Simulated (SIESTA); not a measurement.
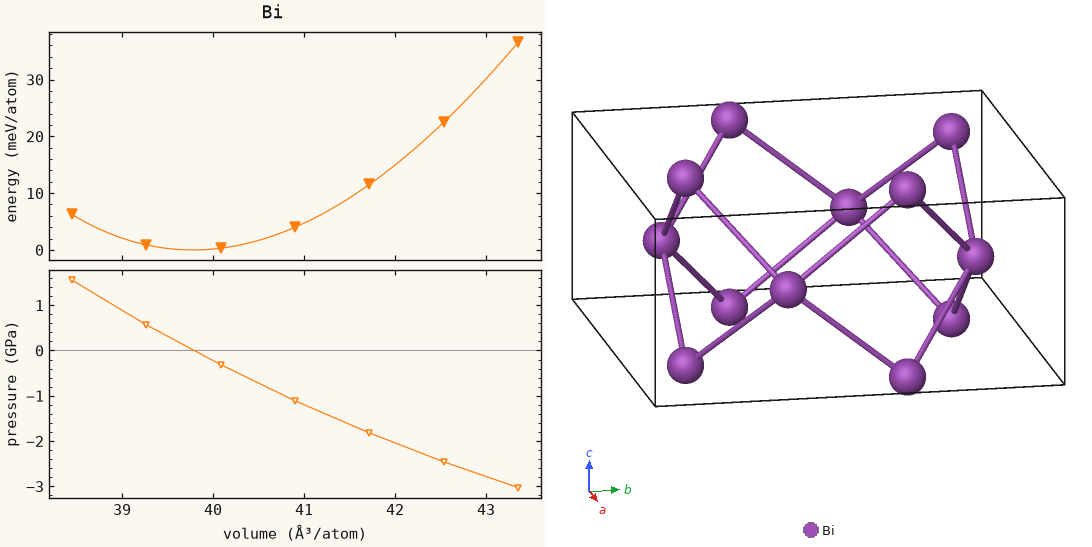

The plot gives the computed energy and pressure against volume for Bi, space group I4/mcm (No. 140). The conventional cell is drawn beside the plot.

Cell as given: a = 6.623 Å, b = 6.623 Å, c = 6.623 Å, α = 95.58°, β = 95.58°, γ = 143.66°; 4 atoms.

Computed with SIESTA 5.4.2: DFT in numerical atomic orbitals with pseudopotentials, no spin polarisation; energies at scaled volumes of the given cell, shape and fractions fixed, counted from the fit's minimum, third-order Birch-Murnaghan fit. Level: PBEsol.

| setting | value |
| --- | --- |
| k mesh | 7×7×7 |
| occupations | Fermi–Dirac |
| smearing width | 0.05 eV |
| potentials | PseudoDojo 0.4 standard, converted to PSML, two zetas on semicore shells |
| program settings | basis DZP, mesh cutoff 500 Ry |

Question: Give the fitted equation-of-state parameters.

Answer: A third-order Birch–Murnaghan fit gives V0 = 39.78 Å³/atom, B0 = 42.5 GPa and B′ = 4.3.

Question: How does the pressure vary with volume?

Answer: It falls from 1.56 GPa at volume 38.446 Å³/atom to −3.03 GPa at 43.354 Å³/atom, and changes sign near 39.79 Å³/atom.

Keep in mind: mulliken charges of long orbitals; spin-orbit coupling left out, heavy elements; shape and atomic fractions are frozen while scaling, which makes layered, chain and framework solids too stiff.

The computed values:

| volume (Å³/atom) | energy (meV/atom) | pressure (GPa) |
| --- | --- | --- |
| 38.446 | 6.28 | 1.56 |
| 39.264 | 0.92 | 0.57 |
| 40.082 | 0.29 | −0.31 |
| 40.900 | 3.99 | −1.11 |
| 41.718 | 11.53 | −1.82 |
| 42.536 | 22.49 | −2.46 |
| 43.354 | 36.55 | −3.03 |
